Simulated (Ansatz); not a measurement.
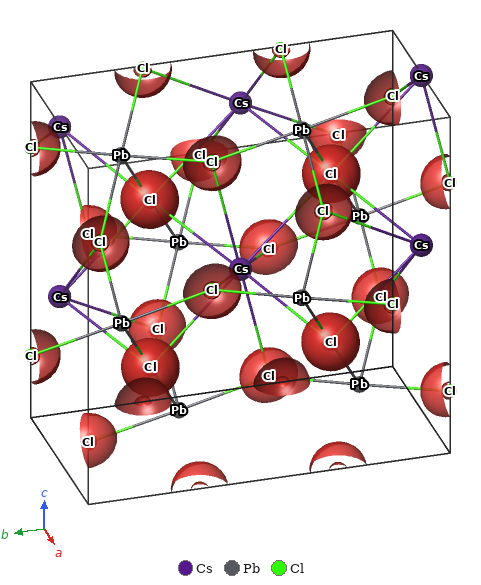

Figure 1: CsPbCl$_{3}$. Density of the Kohn–Sham states from −14.5 to −13.8 eV about the valence-band maximum (a separate group of bands (semicore or deep states)), scaled to one electron a cell: red surface at 0.02 1/Å³, in the conventional cell seen at an oblique angle.

Space group Amm2. Spin-orbit coupling, left out here, splits and shifts the levels of such heavy elements, by tenths of an eV up to several eV. The cell comes from a database of computed structures, not from a measurement.

Level of theory: Ansatz 0.2.0, DFT PBE, scalar-relativistic, plane waves, PAW.

In a PAW calculation such maps are meaningful between the atoms, not at the nuclei.

> What is the character of these states?

Löwdin projections on the PAW files' atomic orbitals give Cl 3s (90 %).
- In space (atomic cells sized by Bader volumes) the density divides as Cl about 95 %, Pb little and Cs little.
- It nearly vanishes midway along the shortest Cl–Cs contact.
- The group holds 12 electrons when full, in the cell of the calculation (10 atoms).
- Little of the density lies between the atoms' surroundings.
